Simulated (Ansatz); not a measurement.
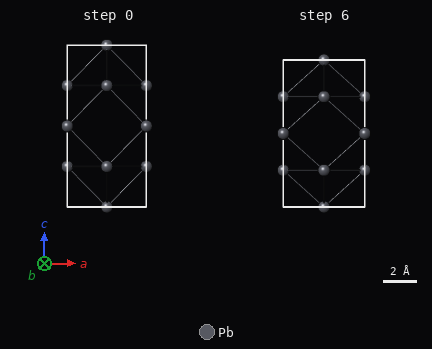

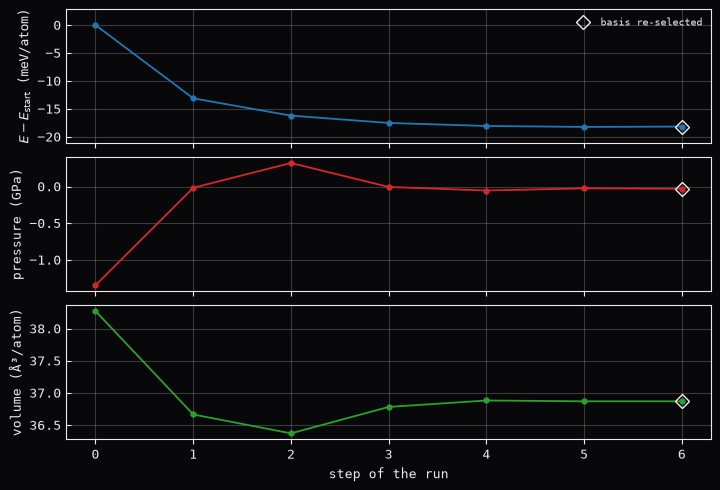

First and last geometry of a relaxation of solid Pb (set up in I4/mmm) (coarse preliminary run), with the history of the run. A ball-and-stick model of the conventional cell (2 times the calculation's cell), seen along the b axis. Lengths and directions refer to the drawn axes.

Case: 2 of 2 Li taken out, relaxed.

These are results of DFT PBE, scalar-relativistic, plane waves, PAW (Ansatz), not measurements.

Input
```yaml
crystal:
  lattice:
    - [-2.4126393848, 2.4126393848, 4.9312440577]
    - [2.4126393848, -2.4126393848, 4.9312440577]
    - [2.4126393848, 2.4126393848, -4.9312440577]
  atoms:
    - { symbol: Pb, position: [0.75, 0.25, 0.5] }
    - { symbol: Pb, position: [0.25, 0.75, 0.5] }
    - { symbol: Pb, position: [0.5, 0.5, 0.0] }
basis:
  ecutwfc: 420
kpoints:
  mp_grid: { grid: [6, 6, 6] }
hamiltonian:
  xc: pbe
scf:
  occupations: { method: gaussian, width: 0.1 }
output:
  forces: true
  stress: true
  eigenvalues: true
relax:
  adjacent_minimum: "off"
  f_tol: 0.0325
  max_steps: 70
  cell: { stress_tol: 0.24 }
```

Launched with:
```bash
ansatz run input.yaml --threads 2 --pin off --max-ram 5120MiB --backend cpu --events-out ev --progress --plain --runs-dir out
```

Read the history and describe the run.

It converged. The energy falls by 18.2 meV per atom in 5 accepted moves (6 points after the start). All forces vanish by symmetry, so only the cell relaxes. The pressure goes from −1.35 to −0.03 GPa. The SCF was repeated once at an unchanged geometry on a basis and grid sized afresh for the cell, which shifted the energy by 0.1 meV per atom at most. The atoms keep their places relative to the cell (all moves are under 0.005 Å). Cell: a = b 4.825 → 4.969 Å (+3.0 %), c 9.862 → 8.958 Å (−9.2 %). Volume −3.7 %. Some distances before and after: Pb1–Pb3 3.450 → 3.345 Å, Pb1–Pb2 3.412 → 3.514 Å. The space group stays I4/mmm (No. 139).
